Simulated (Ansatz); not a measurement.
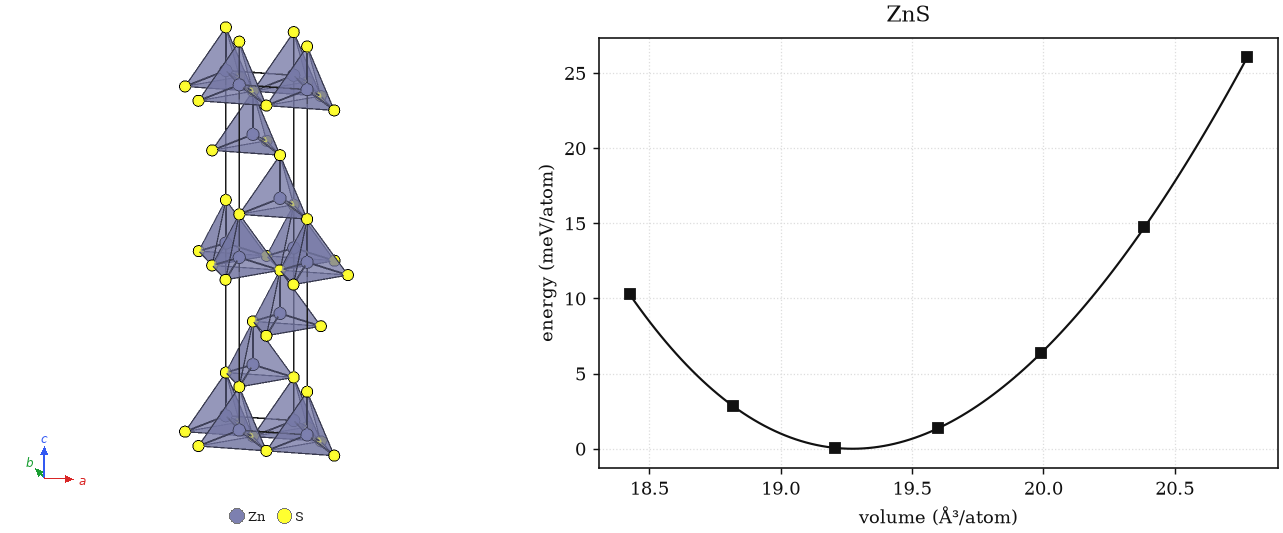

The picture above shows the energy against volume for ZnS, space group P6_3mc (No. 186). The conventional cell is drawn beside the plot.

The given structure:
```cif
data_structure
_symmetry_space_group_name_H-M 'P 1'
_symmetry_Int_Tables_number 1
_cell_length_a 3.8120
_cell_length_b 3.8120
_cell_length_c 18.6900
_cell_angle_alpha 90.000
_cell_angle_beta 90.000
_cell_angle_gamma 120.000
_cell_volume 235.20
loop_
_atom_site_label
_atom_site_type_symbol
_atom_site_fract_x
_atom_site_fract_y
_atom_site_fract_z
_atom_site_occupancy
Zn1 Zn 0.33333 0.66667 0.83333 1
Zn2 Zn 0.66667 0.33333 0.33333 1
Zn3 Zn 0.66667 0.33333 0.66667 1
Zn4 Zn 0.33333 0.66667 0.16667 1
Zn5 Zn 0.00000 0.00000 0.50000 1
Zn6 Zn 0.00000 0.00000 0.00000 1
S1 S 0.33333 0.66667 0.95833 1
S2 S 0.66667 0.33333 0.45833 1
S3 S 0.66667 0.33333 0.79167 1
S4 S 0.33333 0.66667 0.29167 1
S5 S 0.00000 0.00000 0.62500 1
S6 S 0.00000 0.00000 0.12500 1
```

Computed with Ansatz 0.2.0: plane-wave DFT, no spin polarisation; energies at scaled volumes of the given cell, shape and fractions fixed, counted from the fit's minimum, third-order Birch-Murnaghan fit. Level: r2SCAN with D3(BJ).

k mesh 8×8×2; occupations Fermi–Dirac; smearing width 0.05 eV; potentials Ansatz PAW; wave cutoff 500 eV; density cutoff 2000 eV.

From this curve and the settings, what does the calculation give for the pressure at the same points?

The pressure falls from 4.04 GPa at volume 18.42 Å³/atom to −5.20 GPa at 20.78 Å³/atom, and changes sign near 19.27 Å³/atom.

```json
{"volume (Å³/atom)": "18.42", "pressure (GPa)": "4.04"}
{"volume (Å³/atom)": "18.82", "pressure (GPa)": "2.06"}
{"volume (Å³/atom)": "19.21", "pressure (GPa)": "0.27"}
{"volume (Å³/atom)": "19.60", "pressure (GPa)": "-1.32"}
{"volume (Å³/atom)": "19.99", "pressure (GPa)": "-2.76"}
{"volume (Å³/atom)": "20.38", "pressure (GPa)": "-4.04"}
{"volume (Å³/atom)": "20.78", "pressure (GPa)": "-5.20"}
```

Caveats: shape and atomic fractions are frozen while scaling, which makes layered, chain and framework solids too stiff.
